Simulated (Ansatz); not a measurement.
System: PtS₂, space group P-3m1, 3 atoms in the cell, 1T (CdI2) bulk type, epitaxial (xy) strain −1.5%.

```xyz
3
Lattice="3.4994 0.0000 0.0000 -1.7497 3.0305 0.0000 0.0000 0.0000 5.3057" Properties=species:S:1:pos:R:3 pbc="T T T"
Pt    0.0000    0.0000    0.0000
S     0.0000    2.0204    1.2560
S     1.7497    1.0102    4.0497
```

Method: DFT, r2SCAN, plane waves, PAW, no spin polarisation, 12×12×6 k mesh, 500 eV cutoff (Ansatz).

What does the calculation give for the electronic structure?

There is a gap; over the k points computed it is 1.04 eV (indirect; the smallest direct gap is 1.22 eV). Within the window shown, the tallest peak of the filled states lies 2.9 eV under the valence-band top, at about 5.2 states per eV and cell.

Spin-orbit coupling is left out, which matters for Pt.

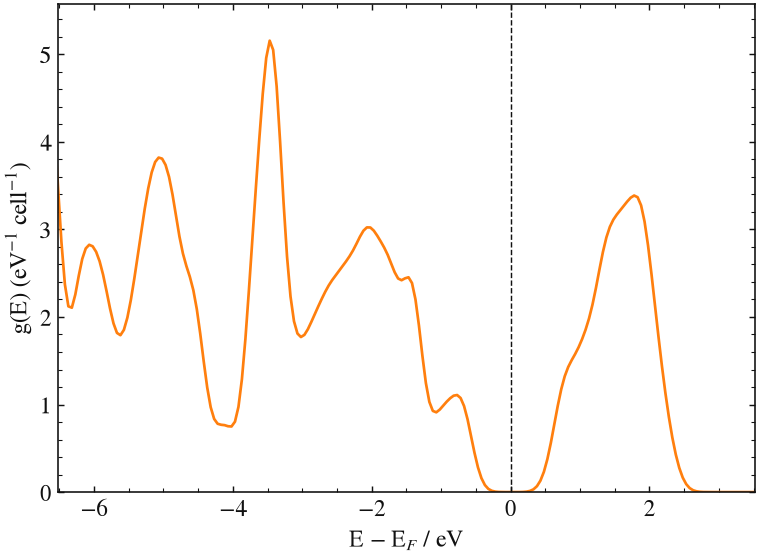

Density of states. Energies are counted from the Fermi level, put mid-gap where there is a gap. The curve is built from the levels of the k mesh with Gaussians 0.3 eV wide, which also blur the band edges.
